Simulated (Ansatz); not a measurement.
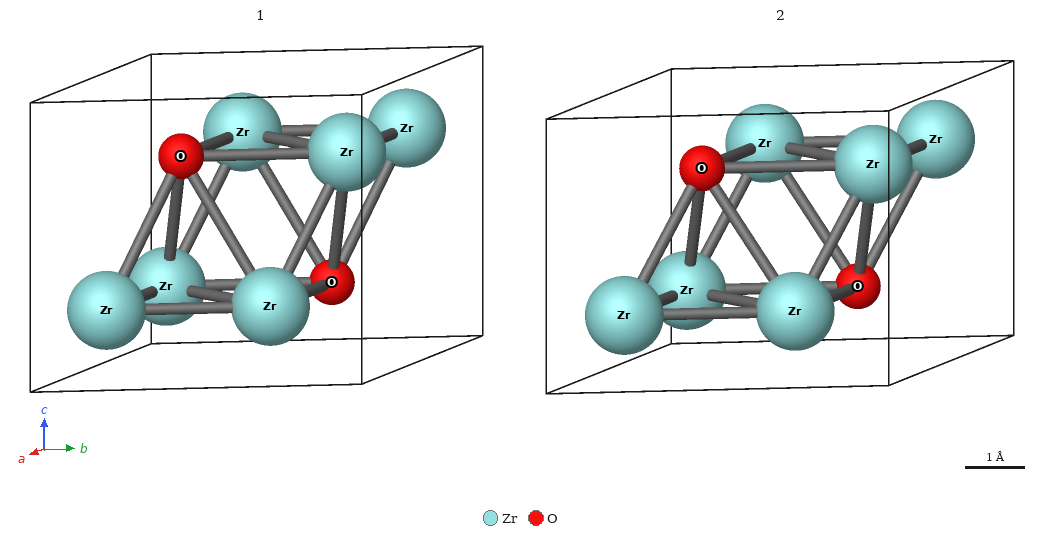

Two geometries of crystalline Zr3O (built on the Ni3Sn (D0 type) (coarse preliminary run), drawn at one scale. One is the start of a relaxation, the other its converged end. Style: ball-and-stick. Shown: the cell of the calculation, slightly off an axis.

The calculation used DFT r2SCAN, scalar-relativistic, plane waves, PAW in Ansatz. Set-up: plane-wave cutoff 500 eV; k-point mesh 3 × 3 × 4; occupations gaussian; smearing width 0.1 eV; no spin polarisation; cell and atoms relaxed; force threshold 0.04 eV/Å; at most 70 steps.

Which geometry has the lower energy?

Structure 1 is the relaxed one. Case: Ni3Sn (D0_19) type (P6_3/mmc, No. 194). The largest moves relative to the cell, 0.014 Å, are those of Zr atoms. O stays in place. Cell: a = b 5.931 → 5.741 Å (−3.2 %), c 4.760 → 5.017 Å (+5.4 %). Volume −1.3 %. Among the contacts that change: Zr–Zr 2.959 → 2.841 Å, O–Zr 2.965 → 2.870 Å, Zr–Zr 2.934 → 3.016 Å, Zr–Zr 2.971 → 2.900 Å. The space group stays P6_3/mmc (No. 194). Over 4 accepted moves (6 points after the start) the energy falls by 29.1 meV per atom. The largest force component goes from 0.71 to 0.01 eV/Å. The pressure goes from −0.91 to 0.03 GPa. The line search rejected the trial step at point 1 of the run. The SCF was repeated once at an unchanged geometry on a basis and grid sized afresh for the cell, which shifted the energy by less than 0.05 meV per atom at most. Cost: 97 s on 1 thread of Arm Neoverse V1 (shared host), peak memory 0.78 GiB.
